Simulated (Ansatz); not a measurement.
## Single-point calculation of Ni2Si

- system: Ni2Si (12 atoms in the cell)
- method: DFT, PBE, plane waves, PAW, no spin polarisation (Ansatz 0.2.0)

The structure derives from an entry of the Crystallography Open Database. Figures and captions count atoms from 1; the log counts them from 0 in places.

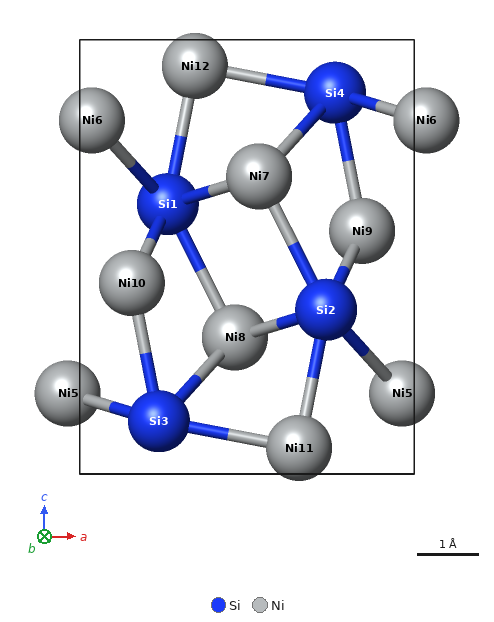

Figure 1. The structure as given in the input (ball-and-stick view of the cell of the calculation, along the b axis; atoms are numbered from 1 in the order of the input). An atom can appear more than once, as a periodic image.

### Input file
```yaml
crystal:
  lattice:
    - [5.4847003537, 0.0, 0.0]
    - [0.0, 3.7341996399, 0.0]
    - [0.0, 0.0, 7.1194160494]
  atoms:
    - { symbol: Si, position: [0.2633019442, 0.75, 0.6216078762] }
    - { symbol: Si, position: [0.7366980558, 0.25, 0.3783921238] }
    - { symbol: Si, position: [0.2366980558, 0.25, 0.1216078762] }
    - { symbol: Si, position: [0.7633019442, 0.75, 0.8783921238] }
    - { symbol: Ni, position: [0.9637102618, 0.75, 0.1854450608] }
    - { symbol: Ni, position: [0.0362897382, 0.25, 0.8145549392] }
    - { symbol: Ni, position: [0.5362897382, 0.25, 0.6854450608] }
    - { symbol: Ni, position: [0.4637102618, 0.75, 0.3145549392] }
    - { symbol: Ni, position: [0.8443036238, 0.75, 0.560019954] }
    - { symbol: Ni, position: [0.1556963762, 0.25, 0.439980046] }
    - { symbol: Ni, position: [0.6556963762, 0.25, 0.060019954] }
    - { symbol: Ni, position: [0.3443036238, 0.75, 0.939980046] }
basis:
  ecutwfc: 420
kpoints:
  mp_grid: { grid: [8, 10, 6] }
hamiltonian:
  xc: pbe
scf:
  occupations: { method: gaussian, width: 0.1 }
  mixing: { algorithm: broyden, beta: 0.9 }
output:
  forces: true
  eigenvalues: true
  stress: true
```

Run on 4 threads of Intel Xeon @ 2.70GHz, 189 GiB of memory available, shared host.

Run as:
```bash
ansatz run input.yaml --threads 4 --pin off --max-ram 10240MiB --backend cpu --events-out ev --progress --plain --runs-dir out
```

### The program's output
```
Engine: ansatz 0.2.0, x86_64-unknown-linux-gnu
Pseudopotentials: kind: paw
Pseudopotential: Si, paw, valence charge 4, recommended cutoff 420 eV (normal), Si.paw.azcp
Pseudopotential: Ni, paw, valence charge 18, recommended cutoff 420 eV (normal), Ni.paw.azcp
Functional definition: PBE
  parameter kappa = 0.804
  parameter beta = 0.06672455060314922
  exchange = pbe_x(kappa = kappa, mu = beta*pi^2/3)
  correlation = pbe_c(beta = beta)
Crystal: 12 atoms, lattice volume = 145.813 Å³
Basis set: ecut = 420 eV, 2837 PW (Γ), exchange–correlation on 80×50×96 points (8 copies of the dense FFT grid, shifted against one another)
Bands: 96, of which v1, the nominal top of the filled ones, is band 80 counted from 1 (79 counted from 0)
Symmetry: 8 space group operations
Space group: Pnma (ITA 62), of the structure as read, at distance tolerance 5.3e-5 Å
k-points: 120 of 480
Non-local potential: Si, projectors of the file, l = 0: 2, l = 1: 2, l = 2: 2
Non-local potential: Ni, projectors of the file, l = 0: 3, l = 1: 2, l = 2: 3, l = 3: 1
PAW form: soft (Blöchl's): semilocal exchange-correlation on the pseudo side does not see the compensation charge
PAW one-centre angular grid: Si, 110 points (default); XC on 64 Gauss nodes
PAW one-centre angular grid: Ni, 590 points (default); XC on 64 Gauss nodes
Initial density: superposition of atomic densities (neutral atoms: chi_scale 0, normalization atom), corrected by the library's trained network
Initial wavefunctions: pseudopotential atomic-orbital guess
Functional: x = pbe(κ = 0.804, μ = 0.2195149727645171), c = pbe(β = 0.06672455060314922)
SCF iter   1: F=—  HF=-49266.974113 eV  |F-HF|=—  |Δ(HF+E_count)|=         —  Δρ=5.19e-3  dr2=1.05e-2  ethr=1.77e-3  ⟨swp⟩=5.0  Hψ=40296  notcnv=0  defer=80
preconditioner: auto → Kerker (q_TF=auto, 2.771 Å⁻¹)  [metal: Δε(μ)=0.005 eV  Ē_g=6.632 eV  σ=0.100 eV  W_gap=0.03  n_scr=52 (ndim 8)  ℏωp=30.1 eV  f_vac=0.000  D(μ)=5.89/eV (n_scr^D=52)]
SCF iter   2: F=—  HF=-49266.973831 eV  |F-HF|=—  |Δ(HF+E_count)|=   2.82e-4  Δρ=3.95e-3  dr2=1.27e-2  ethr=6.56e-6  ⟨swp⟩=2.0  Hψ=23135  notcnv=0  defer=372  κ⁻¹=1.0e0(r=1)
SCF iter   3: F=—  HF=-49266.973029 eV  |F-HF|=—  |Δ(HF+E_count)|=   8.02e-4  Δρ=3.09e-3  dr2=8.92e-3  ethr=6.56e-6  ⟨swp⟩=2.0  Hψ=19988  notcnv=0  defer=372  κ⁻¹=6.2e-2(r=2)
SCF iter   4: F=—  HF=-49266.972369 eV  |F-HF|=—  |Δ(HF+E_count)|=   6.60e-4  Δρ=2.66e-3  dr2=7.86e-3  ethr=5.58e-6  ⟨swp⟩=2.0  Hψ=15034  notcnv=0  defer=372  κ⁻¹=3.5e-2(r=3)
SCF iter   5: F=—  HF=-49266.971829 eV  |F-HF|=—  |Δ(HF+E_count)|=   5.40e-4  Δρ=3.57e-4  dr2=1.38e-4  ethr=4.91e-6  ⟨swp⟩=1.7  Hψ=11396  notcnv=0  defer=372  κ⁻¹=1.1e-3(r=4)
SCF iter   6: F=—  HF=-49266.971816 eV  |F-HF|=—  |Δ(HF+E_count)|=   1.27e-5  Δρ=2.04e-4  dr2=3.76e-5  ethr=8.61e-8  ⟨swp⟩=2.4  Hψ=15858  notcnv=0  defer=372  κ⁻¹=6.0e-5(r=5)
SCF iter   7: F=—  HF=-49266.971828 eV  |F-HF|=—  |Δ(HF+E_count)|=   1.25e-5  Δρ=4.87e-5  dr2=2.09e-6  ethr=2.35e-8  ⟨swp⟩=2.0  Hψ=15190  notcnv=0  defer=372  κ⁻¹=4.3e-6(r=6)
SCF iter   8: F=—  HF=-49266.971828 eV  |F-HF|=—  |Δ(HF+E_count)|=   1.02e-7  Δρ=4.54e-5  dr2=1.87e-6  ethr=1.30e-9  ⟨swp⟩=1.1  Hψ=10558  notcnv=0  defer=372  κ⁻¹=2.8e-7(r=7)
SCF iter   9: F=—  HF=-49266.971828 eV  |F-HF|=—  |Δ(HF+E_count)|=   2.69e-7  Δρ=1.72e-5  dr2=2.72e-7  ethr=1.17e-9  ⟨swp⟩=2.0  Hψ=15248  notcnv=0  defer=372  κ⁻¹=4.9e-8(r=8)
SCF iter  10: F=-49266.971828 eV  HF=-49266.971828 eV  |F-HF|=9.07e-8  |Δ(HF+E_count)|=   2.09e-8  Δρ=9.98e-6  dr2=9.04e-8  ethr=6.25e-11  ⟨swp⟩=8.7  Hψ=43863  notcnv=0
SCF 1 converged in 10 iterations: F = -49266.971828 eV  dr2 = 9.04e-8
  greatest PAW one-centre occupation: 1.001 electrons in one spin orbital (limit 2), on the Ni atom at site 7 (counted from 0), in its partial waves of l = 1
```

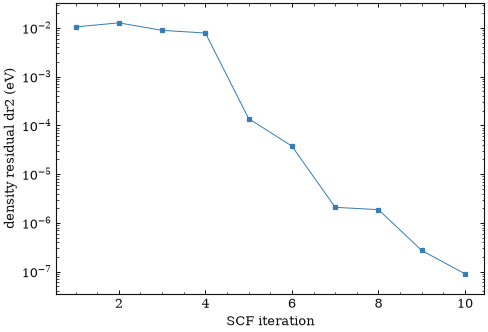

Figure 2. Convergence of the self-consistent field: density residual dr2 against the SCF iteration. The residual falls almost steadily, with no more than small rises.

```
SCF converged after 10 iterations
Stability not checked: this state was not tested for a lower state beside it, because the mixer in use, unlike msr1, does not test its closes by its own steps (another_mixer; see scf.mixing.algorithm and scf.lower_state_search)
Free energy (F): -49266.971828 eV
Harris-Foulkes:  -49266.971828 eV  (|F-HF|=9.07e-8)
Internal energy: -49266.941925 eV  (E = F + TS)
E sigma→0 (E₀):  -49266.956876 eV
Entropy (-TS):   -0.029903 eV (-2.492 meV/atom)
Fermi energy:    15.061627 eV
--- Per-component energies (eV) ---
  E_band       = -2604.572407
  E_kinetic    = 2434.866348
  E_local      = -32914.038519  (includes V_loc(G=0)·N_el)
  E_nonlocal   = 5204.860519
  E_hartree    = 13996.626357
  E_xc         = -900.515313
  E_vxc        = -1063.861082  (∫ρ·V_xc dr)
  E_paw        = -15113.617392  (= ΣΔE_a)
  E_vpaw       = -4259.585045  (= ΣTr[D̂ρ^β])
  E_aug_tail   = 0.004222  (compensation charges beyond the density's cutoff)
  E_ewald      = -21975.128147
  E_smearing   = -0.029903  (= −TS)
  E_closure    = 0.000000  (closes the sum)
  Σ components = -49266.971828   (vs F -49266.971828, Δ=0.00e0)
--- Forces (eV/Å), atoms counted from 1 ---
  atom   1  Si     0.00113870     0.00000000     0.00051269
  atom   2  Si    -0.00113870     0.00000000    -0.00051269
  atom   3  Si    -0.00113870     0.00000000     0.00051269
  atom   4  Si     0.00113870     0.00000000    -0.00051269
  atom   5  Ni    -0.00051139    -0.00000000    -0.00100289
  atom   6  Ni     0.00051139    -0.00000000     0.00100289
  atom   7  Ni     0.00051139    -0.00000000    -0.00100289
  atom   8  Ni    -0.00051139    -0.00000000     0.00100289
  atom   9  Ni    -0.00077086    -0.00000000     0.00153143
  atom  10  Ni     0.00077086     0.00000000    -0.00153143
  atom  11  Ni     0.00077086     0.00000000     0.00153143
  atom  12  Ni    -0.00077086    -0.00000000    -0.00153143
  max |Σ_I F_I| component: 1.73e-17 eV/Å
--- Stress (GPa, compression-positive) ---
      -12.617387       0.000000      -0.000000
        0.000000     -12.651722      -0.000000
       -0.000000      -0.000000     -12.645660
  P = ⅓ Tr σ = -12.6383 GPa (-126.383 kbar)
--- Band table (eV; the first three rows and the last of 120) ---
  k-point 0: bands = ["-88.3848", "-88.3847", "-88.3805", "-88.3805", "-88.1930", "-88.1930", "-88.1919", "-88.1917", "-48.8489", "-48.8486", "-48.8453", "-48.8440", "-48.8028", "-48.8006", "-48.7784", "-48.7767", "-48.7504", "-48.7489", "-48.7262", "-48.7256", "-48.6473", "-48.6468", "-48.6461", "-48.6460", "-48.6081", "-48.6071", "-48.5947", "-48.5944", "-48.5583", "-48.5552", "-48.5535", "-48.5514", "3.2382", "5.6516", "5.7611", "6.7261", "8.6922", "9.2866", "10.1233", "10.2093", "10.6622", "11.0336", "11.2048", "11.3176", "11.3512", "11.3688", "11.3916", "11.8788", "11.9384", "12.1808", "12.1981", "12.2710", "12.3159", "12.3507", "12.4338", "12.6558", "12.7310", "12.7357", "12.8315", "12.8723", "13.1748", "13.2171", "13.2417", "13.3135", "13.3178", "13.4303", "13.5240", "13.5249", "13.5251", "13.5307", "13.5600", "13.5981", "13.7009", "13.8592", "13.9234", "14.0442", "14.0974", "14.1565", "14.2809", "14.5471", "15.2918", "15.4416", "16.9809", "17.8090", "17.8236", "18.0140", "18.8858", "18.9856", "19.0924", "19.1124", "20.0179", "20.0867", "20.8590", "20.8744", "21.3646", "22.2661"]
  k-point 1: bands = ["-88.3848", "-88.3847", "-88.3805", "-88.3805", "-88.1930", "-88.1930", "-88.1919", "-88.1917", "-48.8489", "-48.8486", "-48.8452", "-48.8441", "-48.8027", "-48.8008", "-48.7783", "-48.7768", "-48.7503", "-48.7490", "-48.7261", "-48.7256", "-48.6473", "-48.6468", "-48.6460", "-48.6460", "-48.6080", "-48.6072", "-48.5947", "-48.5944", "-48.5581", "-48.5556", "-48.5533", "-48.5515", "3.3161", "5.0423", "6.3197", "6.7542", "8.7566", "9.3167", "9.9565", "10.2631", "10.5736", "11.0423", "11.2179", "11.2564", "11.3320", "11.3919", "11.5245", "11.8821", "12.0007", "12.1074", "12.1644", "12.1759", "12.3553", "12.3635", "12.4865", "12.6338", "12.6697", "12.6711", "12.8835", "12.9373", "13.1343", "13.1559", "13.2252", "13.2853", "13.3172", "13.4313", "13.4693", "13.5010", "13.5995", "13.6065", "13.6861", "13.6935", "13.7058", "13.8516", "13.9113", "13.9378", "14.0895", "14.2774", "14.3921", "14.4597", "15.3650", "15.4833", "16.3584", "17.0650", "18.4314", "18.6840", "18.8242", "18.9039", "19.0240", "19.1186", "19.8226", "20.3953", "20.9054", "20.9492", "21.3972", "22.2230"]
  k-point 2: bands = ["-88.3848", "-88.3848", "-88.3805", "-88.3805", "-88.1930", "-88.1930", "-88.1918", "-88.1917", "-48.8488", "-48.8487", "-48.8450", "-48.8443", "-48.8023", "-48.8012", "-48.7779", "-48.7771", "-48.7500", "-48.7493", "-48.7260", "-48.7257", "-48.6472", "-48.6470", "-48.6460", "-48.6459", "-48.6078", "-48.6074", "-48.5946", "-48.5944", "-48.5577", "-48.5562", "-48.5528", "-48.5518", "3.5475", "4.4323", "6.7252", "6.8198", "8.9426", "9.5032", "9.6019", "10.3064", "10.4207", "10.9698", "11.0802", "11.2462", "11.3933", "11.5301", "11.6518", "11.7974", "12.0265", "12.0745", "12.1170", "12.1205", "12.3935", "12.4307", "12.4874", "12.5802", "12.5938", "12.6589", "12.9490", "13.0298", "13.0841", "13.0917", "13.1548", "13.2113", "13.3239", "13.4281", "13.4962", "13.5054", "13.6338", "13.7025", "13.7636", "13.7801", "13.7855", "13.8663", "13.8799", "13.9824", "14.0601", "14.1862", "14.3954", "14.8556", "14.8969", "15.9087", "16.2422", "16.2561", "17.9403", "18.2190", "19.0696", "19.1418", "19.1853", "19.3381", "20.2332", "20.9627", "21.1090", "21.2077", "21.7354", "22.1356"]
  k-point 119: bands = ["-88.3826", "-88.3826", "-88.3826", "-88.3826", "-88.1924", "-88.1924", "-88.1924", "-88.1924", "-48.8468", "-48.8468", "-48.8468", "-48.8468", "-48.7942", "-48.7942", "-48.7942", "-48.7942", "-48.7351", "-48.7351", "-48.7351", "-48.7351", "-48.6458", "-48.6458", "-48.6458", "-48.6458", "-48.6008", "-48.6008", "-48.6008", "-48.6008", "-48.5547", "-48.5547", "-48.5547", "-48.5547", "6.3629", "6.3629", "6.3629", "6.3629", "8.6254", "8.6254", "8.6254", "8.6254", "11.1011", "11.1011", "11.1011", "11.1011", "11.5341", "11.5341", "11.5341", "11.5341", "12.0004", "12.0004", "12.0004", "12.0004", "12.4298", "12.4298", "12.4298", "12.4298", "12.6081", "12.6081", "12.6081", "12.6081", "13.0706", "13.0706", "13.0706", "13.0706", "13.3425", "13.3425", "13.3425", "13.3425", "13.5192", "13.5192", "13.5192", "13.5192", "13.8368", "13.8368", "13.8368", "13.8368", "14.2511", "14.2511", "14.2511", "14.2511", "15.6530", "15.6530", "15.6530", "15.6530", "17.4671", "17.4671", "17.4671", "17.4671", "19.0353", "19.0353", "19.0353", "19.0353", "20.7143", "20.7143", "20.7143", "20.7143"]
```

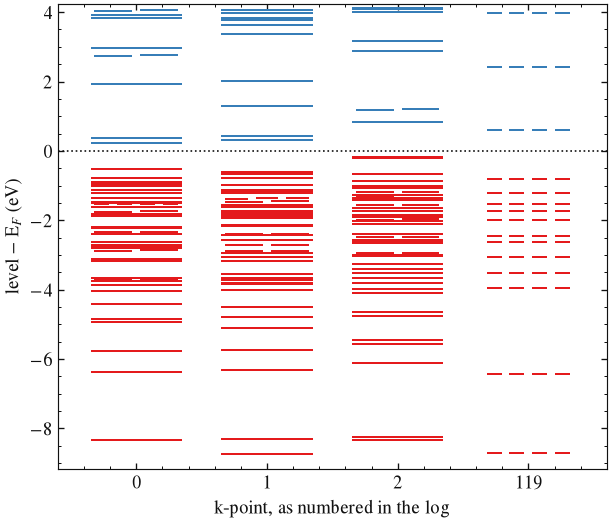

Figure 3. Kohn–Sham levels near the Fermi level (dotted) at the few k-points that the log prints; levels within 0.02 eV of each other stand side by side. The system is metallic on the full mesh.

### Summary

| quantity | value |
| --- | --- |
| outcome | converged |
| space group (tolerance 0.01 Å) | Pnma (62) |
| electrons treated | 160 |
| free energy | −49266.9718 eV |
| Fermi energy | 15.062 eV |
| gap on the k-point mesh | none (metallic) |
| pressure | −12.64 GPa |
| largest force (length of the vector) | 0.002 eV/Å |
| wall time | 24 s (CPU time 92 s) |
| peak memory | 1.4 GiB |

### Remarks

Settings chosen away from the usual ones: scf.mixing.algorithm set to broyden; scf.mixing.beta set to 0.9. The run has no spin polarisation, so a magnetic state may lie lower. The cell is under a tension of 12.6 GPa at this level, so it is not at its equilibrium volume.
